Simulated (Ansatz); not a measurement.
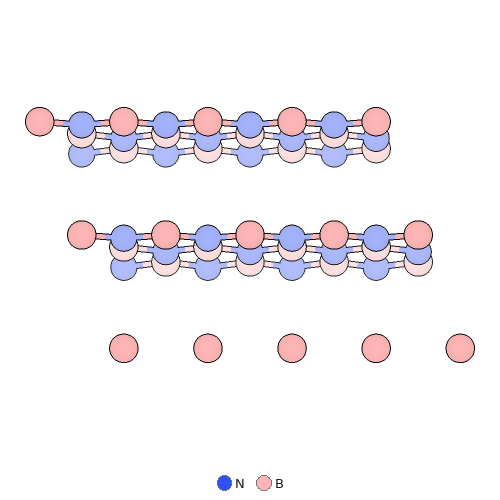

The system is N₂ on a BN(101) slab cut from the R3m phase, its upper half relaxed before the scan (12 atoms of substrate and one adsorbate in a 2 × 1 cell); the picture shows it without the atoms that are moved over the map. N2 is moved over the surface cell at a fixed height above a rigid substrate; the origin of the map has the adsorbate above B11; the height is held at 2.90 Å. Places are given modulo a cell vector. The map is drawn in real space over the plane of the surface. The grid has 4 × 4 points. Places are given in fractions of the 1 × 1 surface cell. Energies are in meV, from the lowest grid point. At a fixed height the lowest place need not be the adsorption site. These are results of DFT PBE+D3(BJ), scalar-relativistic, plane waves, PAW in Ansatz 0.2.0, not measurements. Settings: cutoff 420 eV, k-mesh 6×8×1, gaussian smearing 0.05 eV, no spin polarisation.

Range: position of N13 along the first surface vector from 0.00 to 0.75; position of N13 along the second surface vector from 0.00 to 0.75.

Question: What will the energy surface look like?

Answer: The lowest grid point is at (3/4, 2/4) of the cell vectors. The highest grid point, the top site over a surface B atom, (0/4, 0/4) of the cell vectors, lies 66.9 meV above the lowest.

| second ↓, first → | 0/4 | 1/4 | 2/4 | 3/4 |
| --- | --- | --- | --- | --- |
| 3/4 | 24.3 | 13.4 | 13.1 | 23.8 |
| 2/4 | 1.6 | 2.8 | 0.6 | 0.0 |
| 1/4 | 37.0 | 36.6 | 19.9 | 20.0 |
| 0/4 | 66.9 | 45.3 | 24.0 | 45.2 |

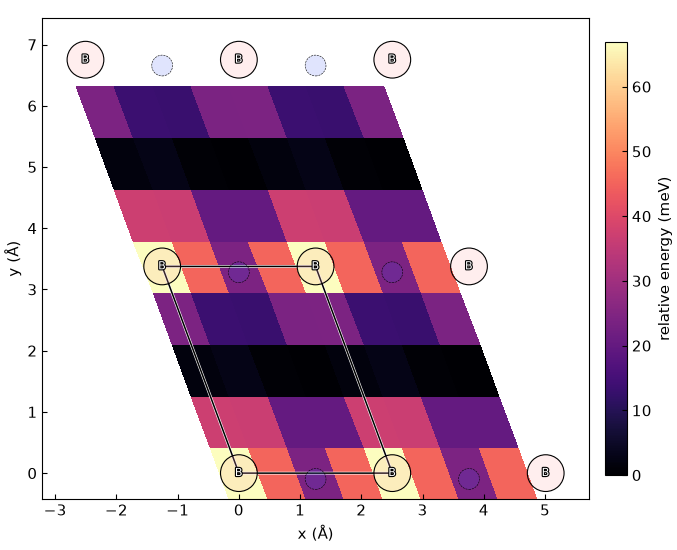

The picture shows one coloured cell a grid point, labelled circles for the atoms of the top layer and small ones for the second layer, the outline of one cell of the 2 × 2 shown.

Each point was launched as `ansatz run input.yaml --threads 1 --pin off --max-ram 3072MiB --backend cpu --events-out ev --progress --plain --runs-dir out`. The whole map (16 points run) took 47 min on 1 thread of Arm Neoverse N1, with other jobs on the host.

PAW datasets: the set soft_1.
